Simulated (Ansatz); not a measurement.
## Al$_{2}$O$_{3}$: geometry relaxation (part 2 of 2)

The same run, continued: Al$_{2}$O$_{3}$ (R-3c, 10 atoms in the cell); DFT PBE, scalar-relativistic, plane waves, PAW, no spin polarisation (Ansatz 0.2.0); cutoff 420 eV, 6×6×6 k-mesh, fixed occupations. The structure derives from an entry of the Crystallography Open Database.

Geometry of the input (Å; fractional positions):
```
2.4044  1.3882  4.3745
-2.4044  1.3882  4.3745
0.0000  -2.7763  4.3745
Al 0.3521  0.3521  0.3521
Al 0.1479  0.1479  0.1479
Al 0.6479  0.6479  0.6479
Al 0.8521  0.8521  0.8521
O  0.5562  0.9438  0.2500
O  0.2500  0.5562  0.9438
O  0.9438  0.2500  0.5562
O  0.4438  0.0562  0.7500
O  0.7500  0.4438  0.0562
O  0.0562  0.7500  0.4438
```

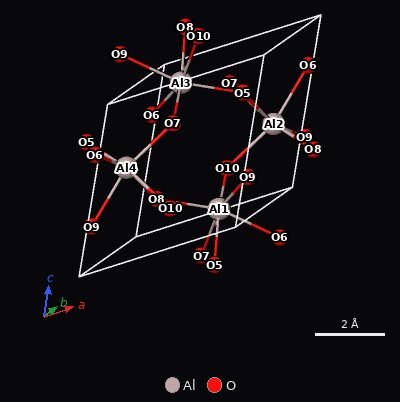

Fig. 1: The geometry at step 3 of the log (ball-and-stick view of the reduced cell, seen slightly off an axis; bonded neighbours outside the cell are drawn too; atoms are numbered from 1 in the order of the input).

## Output, continued
```
SCF iter   1: F=—  HF=-5569.608827 eV  |F-HF|=—  |Δ(HF+E_count)|=         —  Δρ=7.86e-7  dr2=3.16e-10  ethr=2.27e-8  ⟨swp⟩=3.0  Hψ=7200  notcnv=0  defer=250
eigensolver tolerance schedule: the retry pair's looser diagonalisation over-reported the residual by 34377.76 of it (diagonalisation noise at 0.34 of the residual, at the tolerance the schedule requests for it); recorded, not acted on — ethr = c·dr2/N_el stays at c = 1.0e-1
SCF iter   2: F=—  HF=-5569.608859 eV  |F-HF|=—  |Δ(HF+E_count)|=   3.16e-5  Δρ=5.78e-7  dr2=1.58e-10  ethr=1.00e-12  ⟨swp⟩=3.0  Hψ=2349  notcnv=0  defer=238
SCF iter   3: F=—  HF=-5569.608859 eV  |F-HF|=—  |Δ(HF+E_count)|=  1.82e-12  Δρ=3.35e-7  dr2=5.13e-11  ethr=1.00e-12  ⟨swp⟩=1.0  Hψ=957  notcnv=0  defer=238
SCF iter   4: F=—  HF=-5569.608859 eV  |F-HF|=—  |Δ(HF+E_count)|=  3.73e-11  Δρ=8.80e-8  dr2=5.03e-12  ethr=1.00e-12  ⟨swp⟩=1.0  Hψ=957  notcnv=0  defer=238
SCF iter   5: F=-5569.608859 eV  HF=-5569.608859 eV  |F-HF|=1.82e-12  |Δ(HF+E_count)|=  4.55e-12  Δρ=1.56e-8  dr2=1.36e-13  ethr=1.00e-12  ⟨swp⟩=14.6  Hψ=7163  notcnv=0
SCF 5 converged in 5 iterations: F = -5569.608859 eV  dr2 = 1.36e-13
relax step   5: F+E_penalty+E_count = -5569.60885896 eV  Δ(F+E_penalty+E_count) = -1.374e-5 eV  max|allowed force component| = 3.114e-4 eV/Å  Δτ_max = 0.0000 Å  P = -0.000 GPa  Ω = 87.609 Å³  stress off target by 1.25e-3 GPa  SCF on the basis re-selected at this cell (its energy is not comparable with the rows above)  (5 SCF iters)
basis re-selected at this cell: Δ(F+E_penalty+E_count) = -1.374e-5 eV, ΔP = +0.000 GPa vs the last step (what re-selecting the basis moved, of the pressure what is left beyond the Pulay correction that the steps carried, after the strain that the cell walked since its last selection, with what the two solves' SCF thresholds leave and, on support functions, any second-order correction that the steps lacked; it is no measure of the basis error at this ecutwfc). This SCF's stress stands 1.25e-3 GPa from its target on what of the cell is left free (relax.cell.stress_tol is 1.00e-2 GPa) and its largest allowed force component is 3.11e-4 eV/Å (relax.f_tol is 1.00e-3 eV/Å): within both
SCF converged after 5 iterations
Free energy (F): -5569.608859 eV
Harris-Foulkes:  -5569.608859 eV  (|F-HF|=1.82e-12)
Internal energy: -5569.608859 eV  (E = F + TS)
E sigma→0 (E₀):  -5569.608859 eV
Fermi energy:    7.359064 eV
--- Per-component energies (eV) ---
  E_band       = 52.923835
  E_kinetic    = 1178.327852
  E_local      = -2008.503613  (includes V_loc(G=0)·N_el)
  E_nonlocal   = 323.389108
  E_hartree    = 743.826298
  E_xc         = -612.289871
  E_vxc        = -695.386880  (∫ρ·V_xc dr)
  E_paw        = -2820.978425  (= ΣΔE_a)
  E_vpaw       = -232.570385  (= ΣTr[D̂ρ^β])
  E_aug_tail   = 0.015143  (compensation charges beyond the density's cutoff)
  E_ewald      = -2373.395351
  E_smearing   = -0.000000  (= −TS)
  E_closure    = 0.000000  (closes the sum)
  Σ components = -5569.608859   (vs F -5569.608859, Δ=0.00e0)
--- Forces (eV/Å), atoms counted from 1 ---
  atom   1  Al     0.00000000    -0.00000000     0.00031141
  atom   2  Al     0.00000000    -0.00000000    -0.00031141
  atom   3  Al     0.00000000     0.00000000    -0.00031141
  atom   4  Al     0.00000000     0.00000000     0.00031141
  atom   5  O      0.00000681     0.00000000     0.00000000
  atom   6  O     -0.00000341     0.00000590    -0.00000000
  atom   7  O     -0.00000341    -0.00000590    -0.00000000
  atom   8  O     -0.00000681    -0.00000000    -0.00000000
  atom   9  O      0.00000341    -0.00000590     0.00000000
  atom  10  O      0.00000341     0.00000590     0.00000000
  max |Σ_I F_I| component: 2.31e-18 eV/Å
--- Stress (GPa, compression-positive) ---
       -0.000921      -0.000000      -0.000000
       -0.000000      -0.000921      -0.000000
       -0.000000      -0.000000       0.001247
  P = ⅓ Tr σ = -0.0002 GPa (-0.002 kbar)
--- Band table (eV; the first three rows and the last of 32) ---
  k-point 0: bands = ["-11.6326", "-9.4206", "-9.1592", "-9.1592", "-8.8578", "-8.8578", "0.6274", "1.5887", "1.9868", "1.9868", "3.0752", "3.2036", "3.2036", "4.1843", "4.4726", "5.9879", "5.9879", "6.1261", "6.1261", "6.8989", "6.8989", "7.3281", "7.3281", "7.3591", "13.2088", "16.2819", "17.7494", "18.6444", "18.6444", "18.7954", "19.5276", "19.5276", "19.6178", "20.5157"]
  k-point 1: bands = ["-11.4954", "-9.4899", "-9.2346", "-9.1849", "-8.9221", "-8.8676", "0.7757", "1.3613", "1.8040", "2.5521", "2.5806", "3.1415", "4.0394", "4.7111", "4.7525", "5.5178", "5.8843", "6.0215", "6.1884", "6.5206", "6.7154", "7.0333", "7.2918", "7.3164", "13.8444", "16.7756", "17.3536", "18.3183", "18.3413", "18.6506", "19.6315", "19.7571", "20.0594", "20.0731"]
  k-point 2: bands = ["-11.1061", "-9.9226", "-9.2104", "-9.1829", "-9.0578", "-8.9283", "0.9633", "1.4106", "1.6312", "2.4466", "3.2053", "3.6550", "4.4098", "5.0374", "5.1482", "5.2532", "5.5717", "5.7019", "5.9656", "6.0421", "6.5576", "6.8431", "7.1531", "7.1913", "15.1612", "16.8812", "17.2566", "17.5568", "18.0589", "18.6017", "19.4256", "19.5896", "20.0528", "20.6169"]
  k-point 31: bands = ["-10.6805", "-10.6805", "-9.0261", "-9.0261", "-9.0261", "-9.0261", "1.9033", "1.9033", "3.0675", "3.0675", "3.0675", "3.0675", "3.3631", "3.3631", "5.1865", "5.1865", "5.4423", "5.4423", "5.4423", "5.4423", "7.0071", "7.0071", "7.0071", "7.0071", "15.7154", "15.7154", "18.2285", "18.2285", "19.4498", "19.4498", "19.8422", "19.8422", "19.8422", "19.8422"]
--- Relaxed structure (3 steps of the walk, 3 accepted, 2 SCFs on fresh bases) ---
  F+E_penalty+E_count = -5569.60885896 eV   max|allowed force component| = 3.114e-4 eV/Å   (the final SCF, on the basis selected at the relaxed cell)
  cell:  # Å, volume = 87.6092 Å³
    - [2.4044109462477947, 1.388187307058647, 4.374633590168263]
    - [-2.4044109462477947, 1.388187307058647, 4.374633590168263]
    - [-3.7589983147481926e-35, -2.776374614117294, 4.374633590168263]
  atoms:
    - { symbol: Al, position: [0.3521463616706084, 0.3521463616706084, 0.3521463616706084] }
    - { symbol: Al, position: [0.14785363832939155, 0.14785363832939155, 0.14785363832939155] }
    - { symbol: Al, position: [0.6478536383293916, 0.6478536383293916, 0.6478536383293916] }
    - { symbol: Al, position: [0.8521463616706082, 0.8521463616706082, 0.8521463616706082] }
    - { symbol: O, position: [0.556175165766434, 0.9438248342335657, 0.24999999999999978] }
    - { symbol: O, position: [0.24999999999999978, 0.5561751657664339, 0.9438248342335658] }
    - { symbol: O, position: [0.9438248342335657, 0.2499999999999999, 0.5561751657664339] }
    - { symbol: O, position: [0.4438248342335659, 0.056175165766434165, 0.75] }
    - { symbol: O, position: [0.75, 0.4438248342335659, 0.056175165766434165] }
    - { symbol: O, position: [0.056175165766434165, 0.75, 0.44382483423356595] }
```

## Trajectory as extended XYZ (Å, eV, eV/Å), 5 frames, from step=1 to step=5
```
10
Lattice="2.4044 1.3882 4.3745 -2.4044 1.3882 4.3745 0.0000 -2.7763 4.3745" Properties=species:S:1:pos:R:3:forces:R:3 step=1 energy=-5569.60887 pressure_GPa=0.02
Al    0.0000    0.0000    4.6214    0.0000   0.0000   0.0006
Al    0.0000    0.0000    1.9404    0.0000   0.0000  -0.0006
Al    0.0000    0.0000    8.5021    0.0000   0.0000  -0.0006
Al    0.0000    0.0000   11.1831    0.0000   0.0000   0.0006
O    -0.9321    1.3882    7.6554    0.0005   0.0000   0.0000
O    -0.7361   -1.5013    7.6554   -0.0002   0.0004   0.0000
O     1.6682    0.1131    7.6554   -0.0002  -0.0004   0.0000
O     0.9321   -1.3882    5.4681   -0.0005   0.0000   0.0000
O     0.7361    1.5013    5.4681    0.0002  -0.0004   0.0000
O    -1.6682   -0.1131    5.4681    0.0002   0.0004   0.0000
10
Lattice="2.4044 1.3882 4.3746 -2.4044 1.3882 4.3746 0.0000 -2.7763 4.3746" Properties=species:S:1:pos:R:3:forces:R:3 step=2 energy=-5569.60885 pressure_GPa=0.01
Al    0.0000    0.0000    4.6215    0.0000   0.0000   0.0005
Al    0.0000    0.0000    1.9404    0.0000   0.0000  -0.0005
Al    0.0000    0.0000    8.5023    0.0000   0.0000  -0.0005
Al    0.0000    0.0000   11.1833    0.0000   0.0000   0.0005
O    -0.9321    1.3882    7.6555    0.0003   0.0000   0.0000
O    -0.7362   -1.5013    7.6555   -0.0002   0.0003   0.0000
O     1.6682    0.1131    7.6555   -0.0002  -0.0003   0.0000
O     0.9321   -1.3882    5.4682   -0.0003   0.0000   0.0000
O     0.7362    1.5013    5.4682    0.0002  -0.0003   0.0000
O    -1.6682   -0.1131    5.4682    0.0002   0.0003   0.0000
10
Lattice="2.4044 1.3882 4.3746 -2.4044 1.3882 4.3746 0.0000 -2.7763 4.3746" Properties=species:S:1:pos:R:3:forces:R:3 step=3 energy=-5569.60887 pressure_GPa=0.01
Al    0.0000    0.0000    4.6215    0.0000   0.0000   0.0005
Al    0.0000    0.0000    1.9404    0.0000   0.0000  -0.0005
Al    0.0000    0.0000    8.5023    0.0000   0.0000  -0.0005
Al    0.0000    0.0000   11.1833    0.0000   0.0000   0.0005
O    -0.9321    1.3882    7.6555    0.0003   0.0000   0.0000
O    -0.7362   -1.5013    7.6555   -0.0002   0.0003   0.0000
O     1.6682    0.1131    7.6555   -0.0002  -0.0003   0.0000
O     0.9321   -1.3882    5.4682   -0.0003   0.0000   0.0000
O     0.7362    1.5013    5.4682    0.0002  -0.0003   0.0000
O    -1.6682   -0.1131    5.4682    0.0002   0.0003   0.0000
10
Lattice="2.4044 1.3882 4.3746 -2.4044 1.3882 4.3746 0.0000 -2.7764 4.3746" Properties=species:S:1:pos:R:3:forces:R:3 step=4 energy=-5569.60884 pressure_GPa=-0.00
Al    0.0000    0.0000    4.6215    0.0000   0.0000   0.0003
Al    0.0000    0.0000    1.9404    0.0000   0.0000  -0.0003
Al    0.0000    0.0000    8.5024    0.0000   0.0000  -0.0003
Al    0.0000    0.0000   11.1835    0.0000   0.0000   0.0003
O    -0.9321    1.3882    7.6556    0.0000   0.0000   0.0000
O    -0.7362   -1.5013    7.6556    0.0000   0.0000   0.0000
O     1.6682    0.1131    7.6556    0.0000   0.0000   0.0000
O     0.9321   -1.3882    5.4683    0.0000   0.0000   0.0000
O     0.7362    1.5013    5.4683    0.0000   0.0000   0.0000
O    -1.6682   -0.1131    5.4683    0.0000   0.0000   0.0000
10
Lattice="2.4044 1.3882 4.3746 -2.4044 1.3882 4.3746 0.0000 -2.7764 4.3746" Properties=species:S:1:pos:R:3:forces:R:3 step=5 energy=-5569.60886 pressure_GPa=-0.00
Al    0.0000    0.0000    4.6215    0.0000   0.0000   0.0003
Al    0.0000    0.0000    1.9404    0.0000   0.0000  -0.0003
Al    0.0000    0.0000    8.5024    0.0000   0.0000  -0.0003
Al    0.0000    0.0000   11.1835    0.0000   0.0000   0.0003
O    -0.9321    1.3882    7.6556    0.0000   0.0000   0.0000
O    -0.7362   -1.5013    7.6556    0.0000   0.0000   0.0000
O     1.6682    0.1131    7.6556    0.0000   0.0000   0.0000
O     0.9321   -1.3882    5.4683    0.0000   0.0000   0.0000
O     0.7362    1.5013    5.4683    0.0000   0.0000   0.0000
O    -1.6682   -0.1131    5.4683    0.0000   0.0000   0.0000
```

## Key numbers

| quantity | value |
| --- | --- |
| outcome | converged |
| space group (tolerance 0.01 Å) | R-3c (167) |
| electrons treated | 48 |
| free energy | −5569.6089 eV |
| Fermi energy | 7.359 eV |
| gap on the k-point mesh | 5.85 eV |
| pressure | 0.00 GPa |
| final volume | 87.61 Å³ |
| largest force (length of the vector) at the end | under 0.001 eV/Å |
| final cell | a = 5.181 Å, b = 5.181 Å, c = 5.181 Å, α = 55.30°, β = 55.30°, γ = 55.30° |
| hardware | 2 threads of Arm Neoverse V1, 24 GiB of memory available, shared host |
| wall time | 15 s (CPU time 29 s) |
| peak memory | 0.39 GiB |
